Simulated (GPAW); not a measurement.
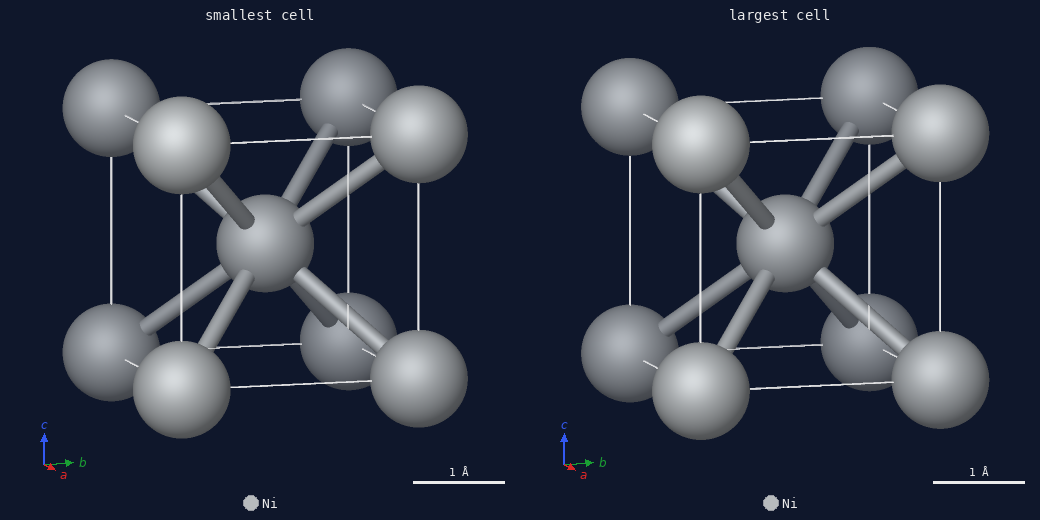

Ni, body-centred cubic (W type), space group Im-3m (No. 229), relaxed (cell and atoms, zero pressure) with five choices of dispersion term on top of PBEsol; the smallest and the largest of the relaxed conventional cells are drawn to one scale (sticks follow a distance rule). The start was a structure listed in the Materials Project. This isn't the form of Ni at room conditions, which is fcc.

Alike in all runs: GPAW 26.7.0; functional PBEsol; potentials PAW data sets generated in the run's folder for this functional; cutoff 600 eV; k mesh 13 × 13 × 13 on the run's cell of 1 atom; occupations fermi-dirac, width 0.05 eV; collinear spin, ferromagnetic start; no spin-orbit coupling. All runs are metallic.

| level | volume (Å³/atom) | a (Å) | moment (μB/atom) |
| --- | --- | --- | --- |
| D4 | ? | ? | ? |
| D3(BJ)-ATM | 10.39 | 2.750 | 0.57 |
| D3(BJ) | 10.32 | 2.743 | 0.56 |
| D3 | 10.32 | 2.743 | 0.56 |
| none | 10.61 | 2.769 | 0.59 |

What does D4 give?

Answer. Volume 10.45 Å³/atom; a 2.755 Å; moment 0.57 μB/atom. That is between D3(BJ)-ATM and none in volume.

Order the levels by the relaxed volume, smallest first.

Answer. D3 and D3(BJ) (10.32 Å³/atom), D3(BJ)-ATM (10.39 Å³/atom), D4 (10.45 Å³/atom), none (10.61 Å³/atom). Rows within a few tenths of a per cent can't be told apart.

Caveat: each step starts from the last one's moments, so a moment once lost doesn't come back; later steps reuse the first step's grids; pairwise dispersion terms can overbind metals strongly.
